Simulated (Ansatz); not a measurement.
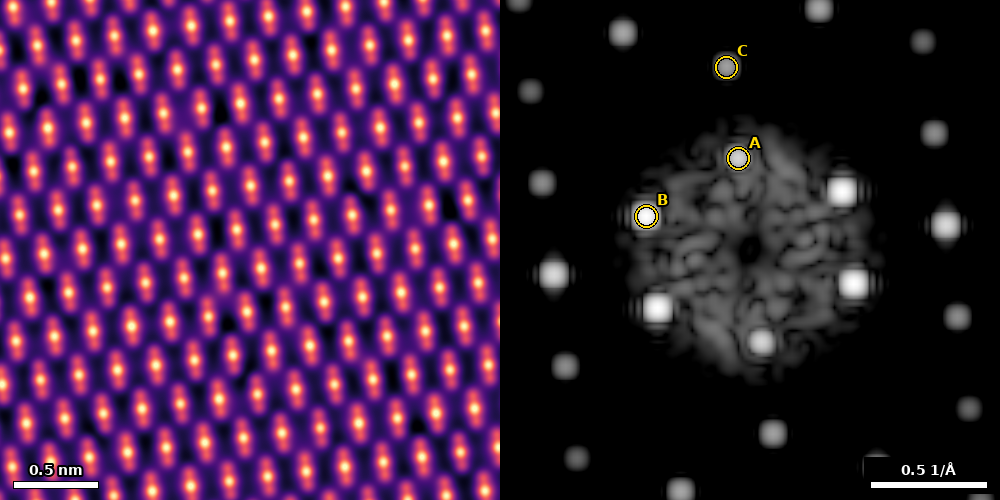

iDPC-like image of a crystal. Simulated as the projected potential of neutral atoms (B = 0.5 Å²) blurred by a 0.50 Å probe, the thin-sample limit of integrated differential phase contrast. The display is stretched by a gamma of 0.8; percentages refer to the linear signal. The speckle of an amorphous layer was added.

The right panel is the modulus of the image's Fourier transform on a logarithmic scale.

**Which lattice spacings do the marked spots stand for, and what angle do A and B enclose?**

A: 2.5 Å, B: 2.1 Å, C: 1.2 Å; A and B enclose about 65°.

The crystal is Cr (P6_3/mmc, No. 194) along [201]; the spots are (010), (-1 1 2) and (020). Structure used: a calculation's starting geometry; the starting structure was generated, so it need not be a known form of this composition.
